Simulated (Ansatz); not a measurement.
Run report: AlN, single-point calculation (part 2 of 2)

The same run, continued: AlN (P6₃mc, 64 atoms in the cell); DFT PBE, scalar-relativistic, plane waves, PAW, no spin polarisation (Ansatz 0.2.0); cutoff 420 eV, 2×2×2 k-mesh, Gaussian smearing of 0.01 eV. The structure derives from an entry of the Crystallography Open Database.

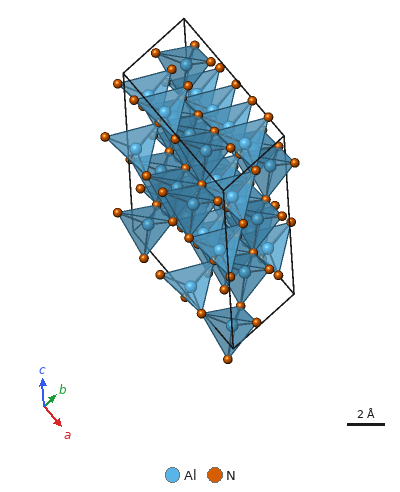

*The structure as given in the input (polyhedral view of the cell of the calculation, seen slightly off an axis; polyhedra are completed across the faces of the cell). An atom can appear more than once, as a periodic image.*

Output, continued:
```
  k-point 1: bands = ["-7.8813", "-7.3423", "-7.3423", "-7.1788", "-7.1788", "-6.7352", "-6.7352", "-6.7352", "-6.7352", "-6.4497", "-6.1685", "-6.1685", "-6.0943", "-6.0943", "-6.0943", "-6.0862", "-6.0862", "-5.9884", "-5.9884", "-5.8113", "-5.8113", "-5.7567", "-5.7567", "-5.7567", "-5.7567", "-5.6128", "-5.6128", "-5.6128", "-5.5883", "-5.5883", "-5.5711", "-5.5711", "1.3414", "1.3414", "1.3414", "1.8232", "2.0225", "2.0225", "2.1626", "2.1626", "2.1626", "2.2128", "2.2128", "2.2128", "2.2128", "2.2130", "2.2130", "2.2305", "2.2305", "2.2460", "2.2460", "2.3394", "2.3394", "2.5514", "2.5514", "2.9946", "2.9946", "2.9946", "2.9946", "3.0607", "3.0607", "3.7243", "3.7243", "3.7841", "3.7841", "4.1238", "4.1238", "4.1238", "4.1238", "4.1879", "4.1879", "4.3291", "4.3291", "4.3372", "4.3372", "4.4177", "4.4177", "4.4177", "4.5298", "4.5298", "4.6580", "4.6580", "4.9079", "4.9079", "4.9079", "4.9079", "4.9374", "4.9374", "5.0625", "5.0625", "5.0625", "5.2073", "5.2073", "5.5459", "5.5459", "5.5503", "5.5503", "5.7235", "5.7235", "5.7235", "5.7235", "5.7250", "5.7250", "5.7408", "5.7655", "5.7655", "5.7655", "6.0217", "6.0217", "6.0217", "6.0675", "6.0675", "6.1896", "6.1897", "6.2130", "6.2130", "6.3179", "6.3179", "6.3209", "6.3209", "6.3209", "6.3209", "6.3451", "6.3451", "6.4572", "6.4572", "6.6421", "6.6422", "11.9475", "11.9581", "11.9581", "11.9581", "12.7680", "12.7680", "12.7910", "12.7910", "12.7910", "12.8665", "12.8665", "13.0632", "13.0632", "13.0848", "13.0848", "13.1076", "13.1076", "13.1076", "13.1076", "13.5703"]
  k-point 2: bands = ["-7.9190", "-7.3817", "-7.3817", "-7.0822", "-7.0822", "-6.6582", "-6.6360", "-6.6360", "-6.6360", "-6.6360", "-6.2930", "-6.2930", "-6.2504", "-6.2504", "-6.1016", "-6.1016", "-5.9269", "-5.8668", "-5.8668", "-5.8668", "-5.8668", "-5.8543", "-5.8543", "-5.8543", "-5.8543", "-5.6744", "-5.6744", "-5.4918", "-5.4886", "-5.4886", "-5.4534", "-5.4534", "1.2797", "1.6984", "1.6984", "1.6984", "1.6984", "1.8612", "1.8612", "1.9249", "1.9249", "1.9465", "1.9465", "2.0702", "2.0702", "2.0702", "2.0702", "2.1182", "2.4143", "2.4143", "2.9110", "2.9110", "2.9218", "2.9700", "2.9700", "2.9700", "2.9700", "3.0182", "3.0182", "3.3232", "3.4768", "3.4768", "3.5430", "3.5430", "3.5613", "3.5613", "3.5744", "3.5744", "4.0347", "4.0347", "4.0347", "4.0347", "4.1218", "4.1218", "4.4018", "4.4018", "4.5031", "4.5031", "4.6845", "4.6845", "4.6845", "4.6845", "5.0336", "5.1755", "5.1755", "5.2415", "5.3695", "5.3695", "5.3695", "5.3695", "5.3724", "5.3724", "5.4067", "5.4067", "5.4744", "5.4744", "5.5348", "5.5348", "5.6229", "5.6229", "5.7843", "5.7843", "5.8252", "5.8631", "5.8963", "5.8963", "5.9159", "5.9197", "5.9197", "5.9197", "5.9197", "5.9244", "5.9244", "5.9244", "5.9244", "5.9866", "5.9866", "5.9866", "5.9866", "6.2600", "6.2600", "6.3450", "6.5137", "6.5137", "6.5370", "6.5370", "6.7017", "6.8540", "11.8159", "12.5423", "12.5423", "12.6562", "12.6562", "12.7121", "12.7121", "12.7823", "12.7823", "12.7823", "12.7823", "12.9674", "12.9996", "12.9996", "13.2123", "13.3861", "13.3861", "13.3861", "13.3861", "13.5150"]
  k-point 3: bands = ["-7.9666", "-7.2564", "-7.2564", "-7.1231", "-7.1231", "-6.9462", "-6.5360", "-6.5360", "-6.5360", "-6.5360", "-6.4634", "-6.4634", "-6.2989", "-6.2989", "-6.1118", "-5.9781", "-5.9781", "-5.9781", "-5.9781", "-5.9527", "-5.7935", "-5.7890", "-5.7890", "-5.6559", "-5.6559", "-5.6246", "-5.6246", "-5.6017", "-5.5267", "-5.5229", "-5.4827", "-5.4827", "1.2220", "1.5868", "1.5868", "1.7260", "1.7483", "1.7483", "1.7483", "1.7483", "1.9221", "1.9221", "2.1069", "2.1069", "2.1326", "2.1326", "2.2159", "2.5151", "2.5428", "2.5428", "2.8802", "2.8802", "2.8802", "2.8802", "2.9451", "3.0870", "3.0870", "3.0995", "3.2253", "3.2503", "3.2503", "3.2531", "3.2531", "3.3326", "3.3377", "3.5921", "3.5921", "3.6004", "3.6004", "3.7992", "3.9607", "3.9607", "4.3253", "4.3647", "4.6003", "4.6368", "4.6368", "4.8251", "4.8340", "4.8340", "4.9186", "4.9186", "5.0036", "5.1611", "5.2086", "5.2086", "5.2086", "5.2086", "5.2506", "5.2506", "5.2506", "5.2506", "5.3581", "5.3581", "5.4913", "5.6048", "5.6048", "5.7520", "5.7555", "5.7555", "5.7555", "5.7555", "5.7566", "5.7566", "5.7655", "5.7655", "5.7655", "5.7655", "5.7675", "5.8612", "5.9536", "5.9536", "6.0098", "6.0098", "6.1466", "6.1466", "6.1750", "6.1750", "6.1851", "6.1949", "6.1949", "6.2124", "6.2861", "6.2861", "6.4328", "6.4328", "6.6822", "6.8780", "11.6436", "12.0365", "12.5277", "12.5277", "12.5277", "12.5277", "12.5754", "12.7128", "12.7128", "12.9576", "12.9576", "13.1046", "13.1046", "13.4254", "13.4254", "13.4885", "13.4885", "13.5243", "13.5798", "13.5798"]
```

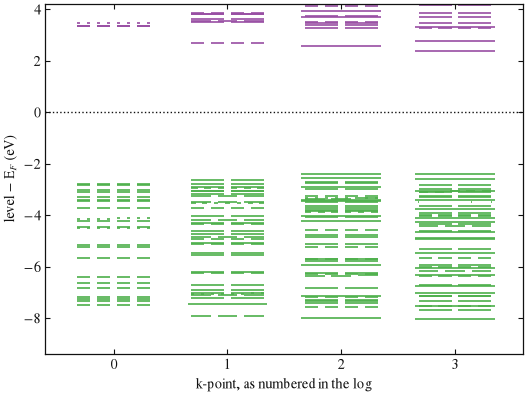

*Kohn–Sham levels near the Fermi level (dotted) at the few k-points that the log prints; levels within 0.02 eV of each other stand side by side.*

Among these points the highest filled and lowest empty levels are 4.77 eV apart, which is the gap on the mesh.

This output came from the following input.

Input file:
```yaml
crystal:
  lattice:
    - [6.2604911354, 5.4217443634, -5.0179604231]
    - [-6.2604911354, -5.4217443634, -5.0179604231]
    - [-6.2604911354, 5.4217443634, 5.0179604231]
  atoms:
    - { symbol: Al, position: [0.6670523435, 0.2503856769, 0.9166666667] }
    - { symbol: Al, position: [0.9170523435, 0.3753856769, 0.2916666667] }
    - { symbol: Al, position: [0.6670523435, 0.0003856769, 0.6666666667] }
    - { symbol: Al, position: [0.9170523435, 0.1253856769, 0.0416666667] }
    - { symbol: Al, position: [0.1670523435, 0.2503856769, 0.4166666667] }
    - { symbol: Al, position: [0.6670523435, 0.7503856769, 0.4166666667] }
    - { symbol: Al, position: [0.4170523435, 0.3753856769, 0.7916666667] }
    - { symbol: Al, position: [0.9170523435, 0.8753856769, 0.7916666667] }
    - { symbol: Al, position: [0.1670523435, 0.0003856769, 0.1666666667] }
    - { symbol: Al, position: [0.6670523435, 0.5003856769, 0.1666666667] }
    - { symbol: Al, position: [0.4170523435, 0.1253856769, 0.5416666667] }
    - { symbol: Al, position: [0.9170523435, 0.6253856769, 0.5416666667] }
    - { symbol: Al, position: [0.1670523435, 0.7503856769, 0.9166666667] }
    - { symbol: Al, position: [0.4170523435, 0.8753856769, 0.2916666667] }
    - { symbol: Al, position: [0.1670523435, 0.5003856769, 0.6666666667] }
    - { symbol: Al, position: [0.4170523435, 0.6253856769, 0.0416666667] }
    - { symbol: Al, position: [0.8337190102, 0.3753856769, 0.7083333333] }
    - { symbol: Al, position: [0.0837190102, 0.5003856769, 0.0833333333] }
    - { symbol: Al, position: [0.8337190102, 0.1253856769, 0.4583333333] }
    - { symbol: Al, position: [0.0837190102, 0.2503856769, 0.8333333333] }
    - { symbol: Al, position: [0.3337190102, 0.3753856769, 0.2083333333] }
    - { symbol: Al, position: [0.8337190102, 0.8753856769, 0.2083333333] }
    - { symbol: Al, position: [0.5837190102, 0.5003856769, 0.5833333333] }
    - { symbol: Al, position: [0.0837190102, 0.0003856769, 0.5833333333] }
    - { symbol: Al, position: [0.3337190102, 0.1253856769, 0.9583333333] }
    - { symbol: Al, position: [0.8337190102, 0.6253856769, 0.9583333333] }
    - { symbol: Al, position: [0.5837190102, 0.2503856769, 0.3333333333] }
    - { symbol: Al, position: [0.0837190102, 0.7503856769, 0.3333333333] }
    - { symbol: Al, position: [0.3337190102, 0.8753856769, 0.7083333333] }
    - { symbol: Al, position: [0.5837190102, 0.0003856769, 0.0833333333] }
    - { symbol: Al, position: [0.3337190102, 0.6253856769, 0.4583333333] }
    - { symbol: Al, position: [0.5837190102, 0.7503856769, 0.8333333333] }
    - { symbol: "N", position: [0.9762809898, 0.5596143231, 0.9166666667] }
    - { symbol: "N", position: [0.2262809898, 0.6846143231, 0.2916666667] }
    - { symbol: "N", position: [0.9762809898, 0.3096143231, 0.6666666667] }
    - { symbol: "N", position: [0.2262809898, 0.4346143231, 0.0416666667] }
    - { symbol: "N", position: [0.4762809898, 0.5596143231, 0.4166666667] }
    - { symbol: "N", position: [0.9762809898, 0.0596143231, 0.4166666667] }
    - { symbol: "N", position: [0.7262809898, 0.6846143231, 0.7916666667] }
    - { symbol: "N", position: [0.2262809898, 0.1846143231, 0.7916666667] }
    - { symbol: "N", position: [0.4762809898, 0.3096143231, 0.1666666667] }
    - { symbol: "N", position: [0.9762809898, 0.8096143231, 0.1666666667] }
    - { symbol: "N", position: [0.7262809898, 0.4346143231, 0.5416666667] }
    - { symbol: "N", position: [0.2262809898, 0.9346143231, 0.5416666667] }
    - { symbol: "N", position: [0.4762809898, 0.0596143231, 0.9166666667] }
    - { symbol: "N", position: [0.7262809898, 0.1846143231, 0.2916666667] }
    - { symbol: "N", position: [0.4762809898, 0.8096143231, 0.6666666667] }
    - { symbol: "N", position: [0.7262809898, 0.9346143231, 0.0416666667] }
    - { symbol: "N", position: [0.6429476565, 0.1846143231, 0.7083333333] }
    - { symbol: "N", position: [0.8929476565, 0.3096143231, 0.0833333333] }
    - { symbol: "N", position: [0.6429476565, 0.9346143231, 0.4583333333] }
    - { symbol: "N", position: [0.8929476565, 0.0596143231, 0.8333333333] }
    - { symbol: "N", position: [0.1429476565, 0.1846143231, 0.2083333333] }
    - { symbol: "N", position: [0.6429476565, 0.6846143231, 0.2083333333] }
    - { symbol: "N", position: [0.3929476565, 0.3096143231, 0.5833333333] }
    - { symbol: "N", position: [0.8929476565, 0.8096143231, 0.5833333333] }
    - { symbol: "N", position: [0.1429476565, 0.9346143231, 0.9583333333] }
    - { symbol: "N", position: [0.6429476565, 0.4346143231, 0.9583333333] }
    - { symbol: "N", position: [0.3929476565, 0.0596143231, 0.3333333333] }
    - { symbol: "N", position: [0.8929476565, 0.5596143231, 0.3333333333] }
    - { symbol: "N", position: [0.1429476565, 0.6846143231, 0.7083333333] }
    - { symbol: "N", position: [0.3929476565, 0.8096143231, 0.0833333333] }
    - { symbol: "N", position: [0.1429476565, 0.4346143231, 0.4583333333] }
    - { symbol: "N", position: [0.3929476565, 0.5596143231, 0.8333333333] }
basis:
  ecutwfc: 420
  xc_grid: 2
kpoints:
  mp_grid: { grid: [2, 2, 2], shift: [0.5, 0.5, 0.5] }
hamiltonian:
  xc: pbe
scf:
  occupations: { method: gaussian, width: 0.01 }
output:
  forces: true
  stress: true
  eigenvalues: true
```

Run as:
```bash
ansatz run input.yaml --threads 8 --pin off --max-ram 22528MiB --backend cpu --events-out ev --progress --plain --runs-dir out
```

Key numbers:

| quantity | value |
| --- | --- |
| outcome | converged |
| space group (tolerance 0.01 Å) | P6₃mc (186) |
| electrons treated | 256 |
| free energy | −29576.1263 eV |
| Fermi energy | 9.261 eV |
| gap on the k-point mesh | 4.77 eV |
| pressure | 0.00 GPa |
| largest force (length of the vector) | under 0.001 eV/Å |
| hardware | 8 threads of Intel Xeon @ 2.70GHz, 189 GiB of memory available, shared host |
| wall time | 10 s (CPU time 67 s) |
| peak memory | 2.6 GiB |
